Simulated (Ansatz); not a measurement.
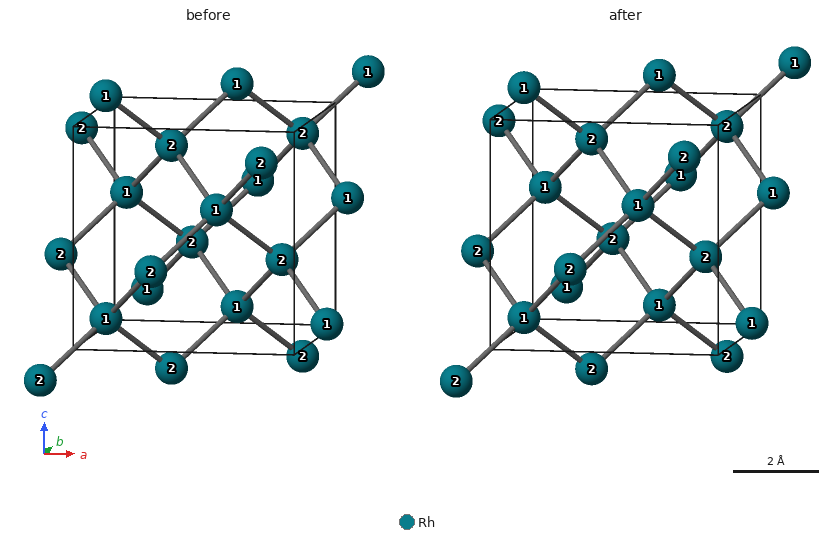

The structure of solid Rh (a generated structure, set up in Fd-3m) before (left) and after (right) a relaxation, at one scale.

Style: ball-and-stick. Shown: the conventional cell (4 times the calculation's cell), slightly off an axis. Lengths and directions refer to the drawn axes.

Phase: diamond.

Level of theory: DFT, r2SCAN, plane waves (500 eV) with PAW, scalar-relativistic (Ansatz 0.2.0).

The input:
```yaml
crystal:
  lattice:
    - [0.0, 2.647863974, 2.647863974]
    - [2.647863974, 0.0, 2.647863974]
    - [2.647863974, 2.647863974, 0.0]
  atoms:
    - { symbol: Rh, position: [0.125, 0.125, 0.125] }
    - { symbol: Rh, position: [0.875, 0.875, 0.875] }
hamiltonian:
  xc: r2scan
  pseudopotentials:
    kind: paw
    azcp:
      Rh: "pseudopotentials/Rh.paw.azcp"
basis:
  ecutwfc: 500
  fft_grid_basis: typed
kpoints:
  mp_grid: { grid: [10, 10, 10], shift: [0, 0, 0] }
magnetization:
  spin_polarized: false
scf:
  occupations: { method: fermi_dirac, width: 0.1 }
relax:
  max_steps: 60
  f_tol: 0.01
  cell: {}
```

Launched with:
```bash
ansatz run input.yaml --threads 1 --pin off --max-ram 3584MiB --backend cpu --events-out ev --progress --plain --runs-dir out
```

> Describe what moved and what it gained.

No atom moves by more than 0.005 Å relative to the cell. The volume changes by +9.9 %, with a = b = c 5.296 → 5.465 Å (+3.2 %). Near-neighbour distances that change, for instance: Rh1–Rh2 2.293 → 2.366 Å. The space group stays Fd-3m (No. 227). Over 3 accepted moves (4 points after the start) the energy falls by 89.1 meV per atom. All forces vanish by symmetry, so only the cell relaxes. The pressure goes from 17.06 to 0.02 GPa. The SCF was repeated once at an unchanged geometry on a basis and grid sized afresh for the cell, which shifted the energy by 0.5 meV per atom at most.
